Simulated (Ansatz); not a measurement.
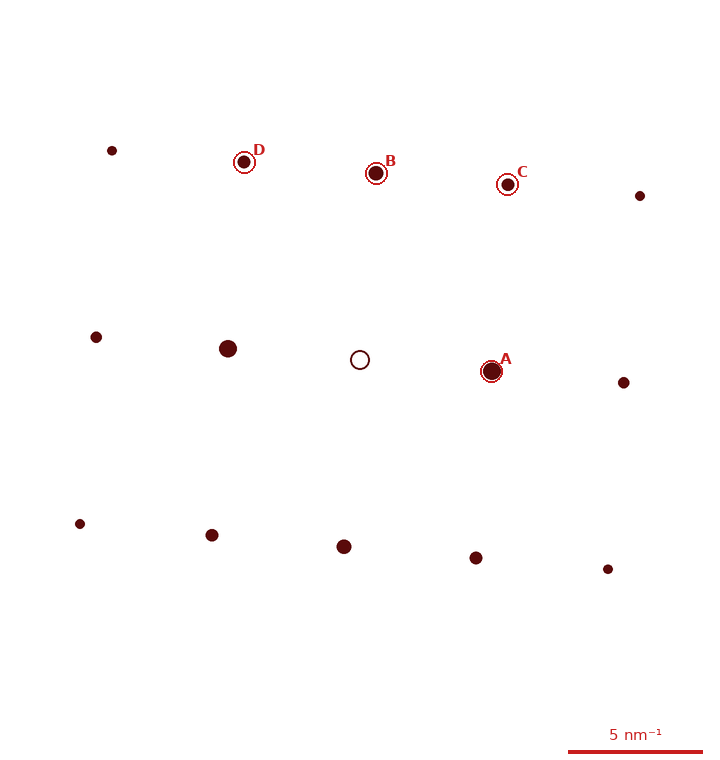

Simulated selected-area electron diffraction pattern (120 kV, kinematic approximation, thin crystal, B = 0.8 Å² for all atoms). The zone axis points towards the electron source and the pattern is seen from the source side.

The sample is Co, space group Im-3m (No. 229), a = 2.85 Å. Structure: the input geometry of an electronic-structure calculation (not necessarily at equilibrium); the starting structure was generated, so it need not be a known form of this composition.

```tsv
atom	site	symmetry	x	y	z
Co	2a	m-3m	0.0000	0.0000	0.0000
```

Spot A is indexed -1 1 0 and spot B 0 0 2.

What are the indices of the remaining marked spots?

C = A + B = -1 1 2 (d = 1.162 Å). D = −A + B = 1 -1 2 (d = 1.162 Å).

Give [uvw].

The cross product of A and B is parallel to [110]; every spot obeys hu + kv + lw = 0.
